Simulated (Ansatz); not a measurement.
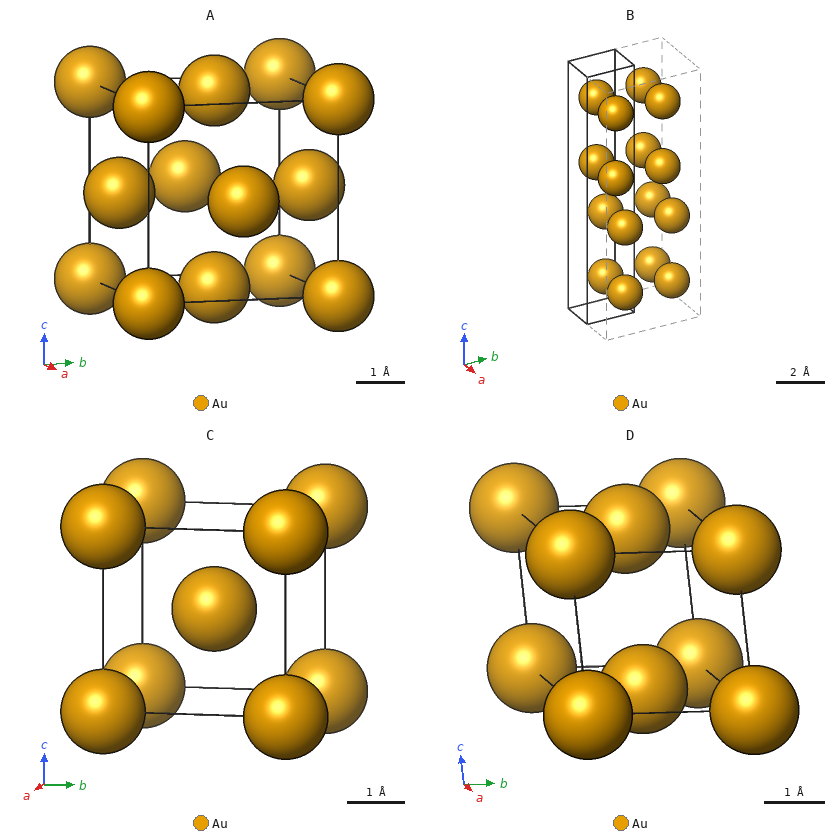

Four structures of Au, each relaxed to rest (conventional cells in solid outline, small ones repeated, each panel with its own scale). Method: DFT PBE, scalar-relativistic, plane waves, PAW in Ansatz, without spin polarisation.

> Give the type and space group of each panel.

A: face-centred cubic (Cu type), Fm-3m; B: 4 atoms a cell on a primitive hexagonal lattice, P6_3/mmc; C: body-centred cubic (W type), Im-3m; D: 2 atoms a cell on a base-centred monoclinic lattice, C2/m.

> Which of these is lowest in energy, and how far above it do the others lie?

A, then D (+8 meV/atom), C (+20 meV/atom) and B (+50 meV/atom), energies at zero smearing.

> Collect the results in a table.

| panel | structure | E − E(lowest) (meV/atom) | volume (Å³/atom) | gap (eV) |
| --- | --- | --- | --- | --- |
| A | Fm-3m | 0 | 18.0 | metal |
| D | C2/m | 8 | 18.0 | metal |
| C | Im-3m | 20 | 18.0 | metal |
| B | P6_3/mmc | 50 | 18.8 | metal |

Some of these may be structure types tried for this composition rather than known phases, and the most stable form need not be among them. Gaps are taken on the k-mesh or band path of each run.
